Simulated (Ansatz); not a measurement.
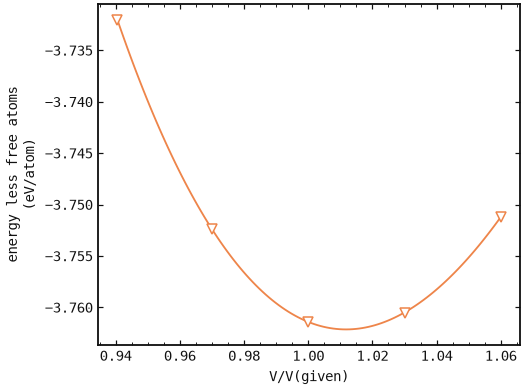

The plot gives the computed energy less free atoms against V/V(given).

How it was computed, with Ansatz 0.2.0: periodic Kohn-Sham DFT of a crystal at fixed atoms, scaled to the stated factor times the given cell; pressure positive in compression, energy less spherical unpolarised free atoms. Level: PBE.

For which of these solids was it computed?
A. Sb, P6_3/mmc (No. 194), 26.2 Å³/atom
B. Lu, Pm-3m (No. 221), 32.9 Å³/atom
C. Ge, Fd-3m (No. 227), 23.9 Å³/atom
D. Cu, Fm-3m (No. 225), 11.8 Å³/atom

D, Cu: energy less free atoms from −3.7614 eV/atom to −3.7320 eV/atom, V0 11.95 Å³/atom, B0 141 GPa. The others give: Ge, energy less free atoms from −4.5083 eV/atom to −4.4908 eV/atom, V0 23.91 Å³/atom, B0 58.6 GPa; Sb, energy less free atoms from −3.8483 eV/atom to −3.8074 eV/atom; Lu, energy less free atoms from −3.6468 eV/atom to −3.6350 eV/atom, V0 32.86 Å³/atom, B0 29.8 GPa.

For Ge, limits of the calculation: small gap, it may come from the mesh.

For Lu, limits of the calculation: no spin-orbit coupling on heavy atoms.

For Sb, limits of the calculation: no spin-orbit coupling on heavy atoms; the volumes run don't bracket the minimum of the energy, so any equilibrium value is extrapolated; shape and atomic fractions are frozen while scaling, which makes layered, chain and framework solids too stiff.
